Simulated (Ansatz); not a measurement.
Run report: WS2, geometry relaxation (part 2 of 2)

Continued. System: WS2 (R3m, 3 atoms in the cell). Method: DFT PBEsol, scalar-relativistic, plane waves, PAW, no spin polarisation (Ansatz 0.2.0); cutoff 420 eV, 12×12×12 k-mesh, Gaussian smearing of 0.02 eV. The structure derives from a Materials Project entry.

Geometry of the input (Å; fractional positions):
```
1.5924  0.9194  6.4898
-1.5924  0.9194  6.4898
0.0000  -1.8388  6.4898
W  0.0007  0.0007  0.0007
S  0.4141  0.4141  0.4141
S  0.2539  0.2539  0.2539
```

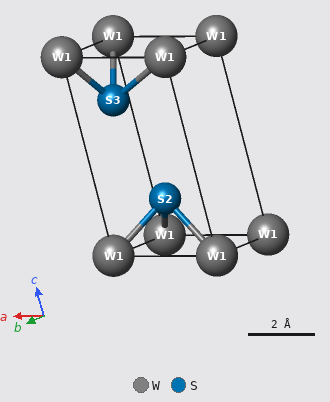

*The geometry at step 4 of the log (ball-and-stick view of the reduced cell, seen at an oblique angle; atoms are numbered from 1 in the order of the input).*

What the program printed, continued:
```
SCF iter   1: F=—  HF=-12029.076431 eV  |F-HF|=—  |Δ(HF+E_count)|=         —  Δρ=5.61e-5  dr2=2.40e-7  ethr=4.13e-7  ⟨swp⟩=3.0  Hψ=27902  notcnv=0
preconditioner: auto → none  [insulator: Δε(μ)=1.159 eV  Ē_g=8.864 eV  σ=0.020 eV  W_gap=1.00  n_scr=16 (ndim 8)  ℏωp=21.3 eV  f_vac=0.024  D(μ)=0.00/eV (n_scr^D=0)  ε∞_Penn≈6.8]
SCF iter   2: F=—  HF=-12029.076455 eV  |F-HF|=—  |Δ(HF+E_count)|=   2.38e-5  Δρ=2.74e-5  dr2=5.40e-8  ethr=9.25e-10  ⟨swp⟩=3.1  Hψ=6542  notcnv=0
SCF iter   3: F=—  HF=-12029.076455 eV  |F-HF|=—  |Δ(HF+E_count)|=   2.68e-8  Δρ=4.19e-6  dr2=3.82e-8  ethr=2.08e-10  ⟨swp⟩=2.0  Hψ=5670  notcnv=0
SCF iter   4: F=—  HF=-12029.076455 eV  |F-HF|=—  |Δ(HF+E_count)|=   5.82e-9  Δρ=2.35e-6  dr2=5.64e-9  ethr=1.47e-10  ⟨swp⟩=2.0  Hψ=4370  notcnv=0
SCF iter   5: F=—  HF=-12029.076455 eV  |F-HF|=—  |Δ(HF+E_count)|=  6.60e-10  Δρ=8.85e-7  dr2=3.11e-10  ethr=2.17e-11  ⟨swp⟩=2.4  Hψ=4184  notcnv=0
SCF iter   6: F=—  HF=-12029.076455 eV  |F-HF|=—  |Δ(HF+E_count)|=  1.27e-11  Δρ=4.52e-7  dr2=1.81e-10  ethr=1.20e-12  ⟨swp⟩=2.0  Hψ=4651  notcnv=0
SCF iter   7: F=-12029.076455 eV  HF=-12029.076455 eV  |F-HF|=1.82e-12  |Δ(HF+E_count)|=  2.18e-11  Δρ=1.07e-7  dr2=2.48e-12  ethr=1.00e-12  ⟨swp⟩=5.8  Hψ=16817  notcnv=0
SCF 7 converged in 7 iterations: F = -12029.076455 eV  dr2 = 2.48e-12
relax step   7: F+E_penalty+E_count = -12029.07645462 eV  Δ(F+E_penalty+E_count) = +3.191e-4 eV  max|allowed force component| = 8.315e-5 eV/Å  Δτ_max = 0.0000 Å  P = -0.007 GPa  Ω = 54.772 Å³  stress off target by 1.93e-2 GPa  SCF on the basis re-selected at this cell (its energy is not comparable with the rows above)  (7 SCF iters)
```

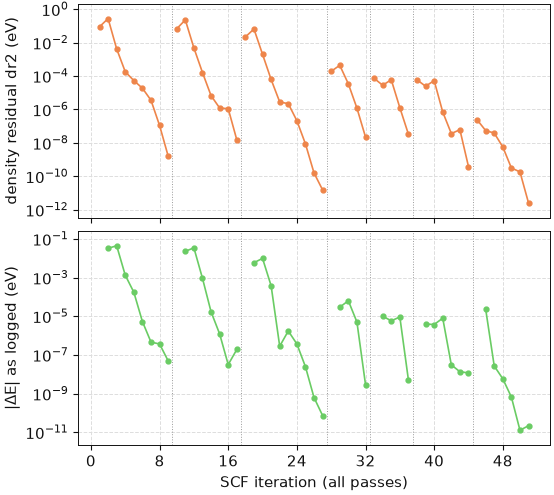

*Convergence of the self-consistent field: density residual dr2 and size of the energy change against the SCF iteration. The dotted lines part the SCF passes of the relaxation: geometry steps, rejected trials and re-solves on a re-selected basis.*

The 7 passes take 5 to 10 iterations each, 51 in all.

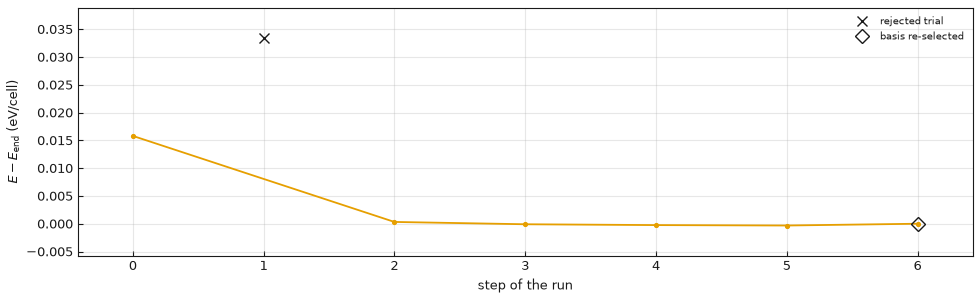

*Progress of the relaxation, step by step (the first geometry is step 0 here and step 1 in the log).*

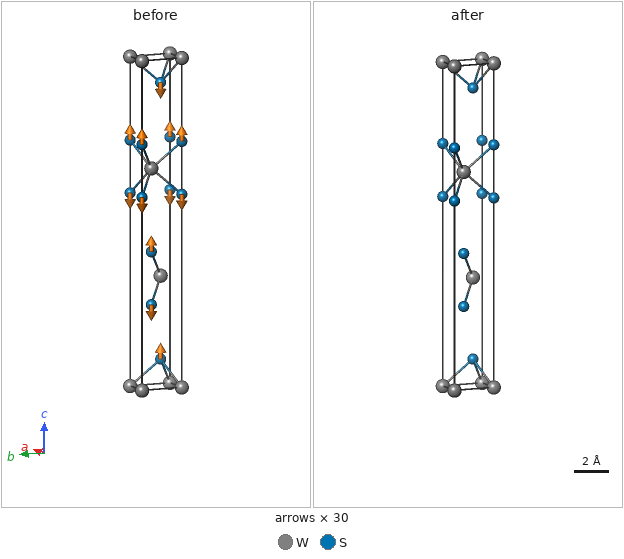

*Before (left) and after (right) the relaxation, at one scale (ball-and-stick view of the cell 3 times as large as that of the calculation, set on its symmetry axes, seen at an oblique angle). The orange arrows give the displacements (without the part carried along by the change of the cell), magnified 30 times.*

The energy falls by 16.1 meV per cell of the calculation in 5 geometry steps. Largest force component: 0.12 eV/Å at the start, under 0.0001 eV/Å at the end. Pressure: −2.88 GPa at the start and −0.01 GPa at the end. The line search rejected the trial step at point 1 (counted from 0) and went back. The largest moves relative to the cell, 0.033 Å, are those of S2 and S3. W stays in place. Cell: a = b 3.185 → 3.147 Å (−1.2 %), c 19.469 → 19.155 Å (−1.6 %). Volume −3.9 %. Distances before and after: W1–S2 2.411 → 2.399 Å. The space group stays R3m (No. 160). A last SCF at the same geometry on a re-selected plane-wave basis shifts the energy by +0.3 meV per cell of the calculation. (Atoms are counted from 1 in the order of the input.)

```
basis re-selected at this cell: Δ(F+E_penalty+E_count) = +3.191e-4 eV, ΔP = -0.001 GPa vs the last step (what re-selecting the basis moved, of the pressure what is left beyond the Pulay correction that the steps carried, after the strain that the cell walked since its last selection, with what the two solves' SCF thresholds leave and, on support functions, any second-order correction that the steps lacked; it is no measure of the basis error at this ecutwfc). The dense FFT grid was sized anew with the basis: this SCF ran on 24×45×24 points, the steps before it on 24×48×24, so part of this shift can come from that change (see relax.cell in the input reference). This SCF's stress stands 1.93e-2 GPa from its target on what of the cell is left free (relax.cell.stress_tol is 5.00e-2 GPa) and its largest allowed force component is 8.31e-5 eV/Å (relax.f_tol is 5.00e-3 eV/Å): within both
SCF converged after 7 iterations
Free energy (F): -12029.076455 eV
Harris-Foulkes:  -12029.076455 eV  (|F-HF|=1.82e-12)
Internal energy: -12029.076455 eV  (E = F + TS)
E sigma→0 (E₀):  -12029.076455 eV
Fermi energy:    11.592458 eV
--- Per-component energies (eV) ---
  E_band       = -201.415826
  E_kinetic    = 666.960583
  E_local      = -1914.507098  (includes V_loc(G=0)·N_el)
  E_nonlocal   = 60.336010
  E_hartree    = 769.139991
  E_xc         = -458.760378
  E_vxc        = -415.062880  (∫ρ·V_xc dr)
  E_paw        = -9604.530824  (= ΣΔE_a)
  E_vpaw       = -137.422321  (= ΣTr[D̂ρ^β])
  E_aug_tail   = -0.000067  (compensation charges beyond the density's cutoff)
  E_ewald      = -1548.060363
  E_core_change = 0.345691  (= ΣΔE_core)
  E_smearing   = -0.000000  (= −TS)
  E_closure    = 0.000000  (closes the sum)
  Σ components = -12029.076455   (vs F -12029.076455, Δ=0.00e0)
--- Forces (eV/Å), atoms counted from 1 ---
  atom   1  W      0.00000000    -0.00000000    -0.00002508
  atom   2  S      0.00000000     0.00000000     0.00008344
  atom   3  S     -0.00000000    -0.00000000    -0.00005749
  max |Σ_I F_I| component: 8.67e-7 eV/Å
--- Stress (GPa, compression-positive) ---
       -0.001156       0.000000       0.000000
        0.000000      -0.001156      -0.000000
        0.000000      -0.000000      -0.019259
  P = ⅓ Tr σ = -0.0072 GPa (-0.072 kbar)
--- Band table (eV; the first three rows and the last of 189) ---
  k-point 0: bands = ["-63.3516", "-27.6661", "-27.4688", "-27.4688", "-4.4812", "-2.5718", "3.5882", "7.6382", "7.6382", "8.9064", "8.9064", "9.3361", "9.8977", "13.4385", "13.4385", "13.6941", "13.6941"]
  k-point 1: bands = ["-63.3502", "-27.6614", "-27.4949", "-27.4748", "-4.3594", "-2.5338", "3.7363", "7.3311", "7.7584", "8.3531", "8.7155", "9.5882", "9.9416", "13.2945", "13.3868", "13.5794", "13.6673"]
  k-point 2: bands = ["-63.3466", "-27.6484", "-27.5657", "-27.4913", "-4.0117", "-2.4251", "4.1387", "6.6215", "7.5439", "8.0908", "8.2732", "9.5292", "9.8841", "12.6687", "13.3587", "13.5294", "14.1529"]
  k-point 188: bands = ["-63.3516", "-27.6662", "-27.4688", "-27.4688", "-4.3365", "-2.8586", "4.3611", "7.4407", "7.6289", "7.6289", "8.9263", "8.9263", "11.0131", "13.4984", "13.4984", "13.6053", "13.6053"]
--- Relaxed structure (6 steps of the walk, 5 accepted, 1 SCFs on fresh bases) ---
  F+E_penalty+E_count = -12029.07645462 eV   max|allowed force component| = 8.315e-5 eV/Å   (the final SCF, on the basis selected at the relaxed cell)
  cell:  # Å, volume = 54.7723 Å³
    - [1.5736392947701463, 0.9085410704593142, 6.38498285928952]
    - [-1.5736392947701463, 0.9085410704593142, 6.38498285928952]
    - [-5.910427952015473e-18, -1.8170821408694364, 6.38498285929652]
  atoms:
    - { symbol: W, position: [0.0006717636494939763, 0.0006717636494939763, 0.0006717636494939762] }
    - { symbol: S, position: [0.4158129170218392, 0.4158129170218392, 0.4158129170218392] }
    - { symbol: S, position: [0.2522153193286668, 0.2522153193286668, 0.2522153193286668] }
```

Trajectory as extended XYZ (Å, eV, eV/Å), 7 frames, from step=1 to step=7:
```
3
Lattice="1.5924 0.9194 6.4898 -1.5924 0.9194 6.4898 0.0000 -1.8388 6.4898" Properties=species:S:1:pos:R:3:forces:R:3 step=1 energy=-12029.06065 pressure_GPa=-2.88
W     0.0000    0.0000    0.0130    0.0000   0.0000   0.0058
S     0.0000    0.0000    8.0625    0.0000   0.0000  -0.1161
S     0.0000    0.0000    4.9437    0.0000   0.0000   0.1103
3
Lattice="1.5462 0.8927 6.4542 -1.5462 0.8927 6.4542 0.0000 -1.7853 6.4542" Properties=species:S:1:pos:R:3:forces:R:3 step=2 energy=-12029.04296 pressure_GPa=2.31 accepted=F
W     0.0000    0.0000    0.0131    0.0000   0.0000  -0.0058
S     0.0000    0.0000    8.0661    0.0000   0.0000  -0.2307
S     0.0000    0.0000    4.8685    0.0000   0.0000   0.2364
3
Lattice="1.5745 0.9090 6.4527 -1.5745 0.9090 6.4527 0.0000 -1.8180 6.4527" Properties=species:S:1:pos:R:3:forces:R:3 step=3 energy=-12029.07613 pressure_GPa=-0.50
W     0.0000    0.0000    0.0130    0.0000   0.0000   0.0008
S     0.0000    0.0000    8.0354    0.0000   0.0000  -0.0611
S     0.0000    0.0000    4.8964    0.0000   0.0000   0.0603
3
Lattice="1.5731 0.9083 6.4303 -1.5731 0.9083 6.4303 0.0000 -1.8165 6.4303" Properties=species:S:1:pos:R:3:forces:R:3 step=4 energy=-12029.07655 pressure_GPa=-0.07
W     0.0000    0.0000    0.0130    0.0000   0.0000   0.0000
S     0.0000    0.0000    8.0114    0.0000   0.0000  -0.0136
S     0.0000    0.0000    4.8754    0.0000   0.0000   0.0137
3
Lattice="1.5732 0.9083 6.4054 -1.5732 0.9083 6.4054 0.0000 -1.8166 6.4054" Properties=species:S:1:pos:R:3:forces:R:3 step=5 energy=-12029.07670 pressure_GPa=0.07
W     0.0000    0.0000    0.0129    0.0000   0.0000  -0.0005
S     0.0000    0.0000    7.9853    0.0000   0.0000   0.0094
S     0.0000    0.0000    4.8517    0.0000   0.0000  -0.0089
3
Lattice="1.5736 0.9085 6.3850 -1.5736 0.9085 6.3850 0.0000 -1.8171 6.3850" Properties=species:S:1:pos:R:3:forces:R:3 step=6 energy=-12029.07677 pressure_GPa=-0.01
W     0.0000    0.0000    0.0129    0.0000   0.0000   0.0000
S     0.0000    0.0000    7.9649    0.0000   0.0000  -0.0001
S     0.0000    0.0000    4.8312    0.0000   0.0000   0.0001
3
Lattice="1.5736 0.9085 6.3850 -1.5736 0.9085 6.3850 0.0000 -1.8171 6.3850" Properties=species:S:1:pos:R:3:forces:R:3 step=7 energy=-12029.07646 pressure_GPa=-0.01
W     0.0000    0.0000    0.0129    0.0000   0.0000   0.0000
S     0.0000    0.0000    7.9649    0.0000   0.0000   0.0001
S     0.0000    0.0000    4.8312    0.0000   0.0000  -0.0001
```

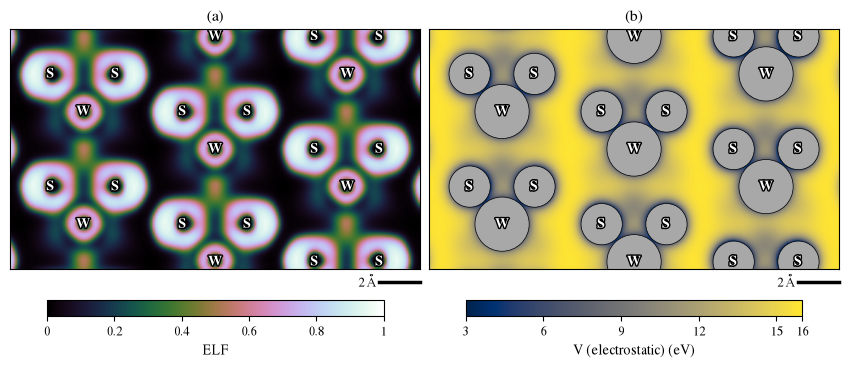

*(a) ELF; (b) electrostatic potential energy of an electron on the (110) plane of the conventional cell. Grey discs, where drawn, cover atomic cores.*

W–S (2.40 Å): the ELF is about 0.50 at the midpoint. The ELF has a maximum of about 0.55 in the space between the atoms. The strong features right at W lie inside the PAW spheres (semicore, d or f shells) and say nothing about bonding. Outside the cores the potential energy rises away from the atoms and is highest about 2.4 Å from the nearest atoms; outside the discs it spans about 13 eV, and its zero is arbitrary. Core electrons are frozen (PAW), so the fields are smoothed inside the atomic spheres.

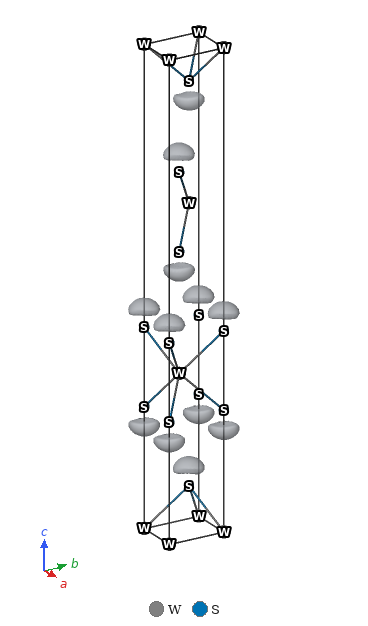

*Isosurface of the electron localisation function at 0.9 (grey), seen slightly off an axis. Only the valence region is drawn (cores and ρ < 0.01 e/Å³ removed). Sticks mark near contacts. The outline is the cell set on symmetry axes.*

Along the contacts the grid gives the following. W–S (2.40 Å): the ELF is about 0.50 at the midpoint.

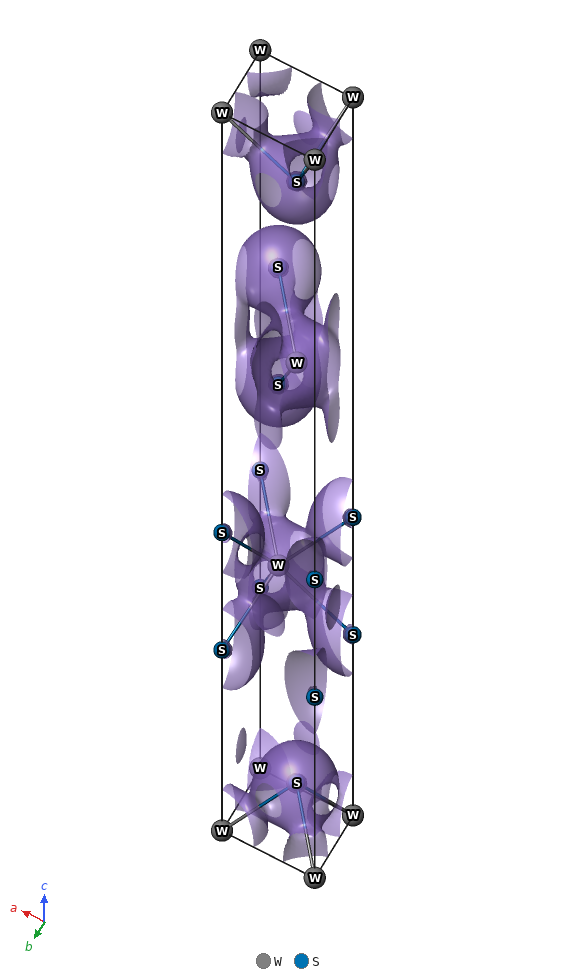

*Isosurface of the valence electron density at 0.5 e/Å³ (purple), seen at an oblique angle. Sticks mark near contacts. The outline is the cell set on symmetry axes.*

At this value the density is joined into sheets; it holds about 70 % of the electrons treated as valence (semicore included). On the grid the lowest density along these lines, outside the cores, is 0.64 e/Å³ (W–S, 2.40 Å).

Key numbers:

| quantity | value |
| --- | --- |
| outcome | converged |
| space group (tolerance 0.01 Å) | R3m (160) |
| electrons treated | 26 |
| free energy | −12029.0765 eV |
| Fermi energy | 11.592 eV |
| gap on the k-point mesh | 1.16 eV |
| pressure | −0.01 GPa |
| final volume | 54.77 Å³ |
| largest force (length of the vector) at the end | under 0.001 eV/Å |
| final cell | a = 6.639 Å, b = 6.639 Å, c = 6.639 Å, α = 27.42°, β = 27.42°, γ = 27.42° |
| wall time | 3.6 min |
| peak memory | 0.49 GiB |

Notes:

Spin–orbit coupling is left out, which matters for W.
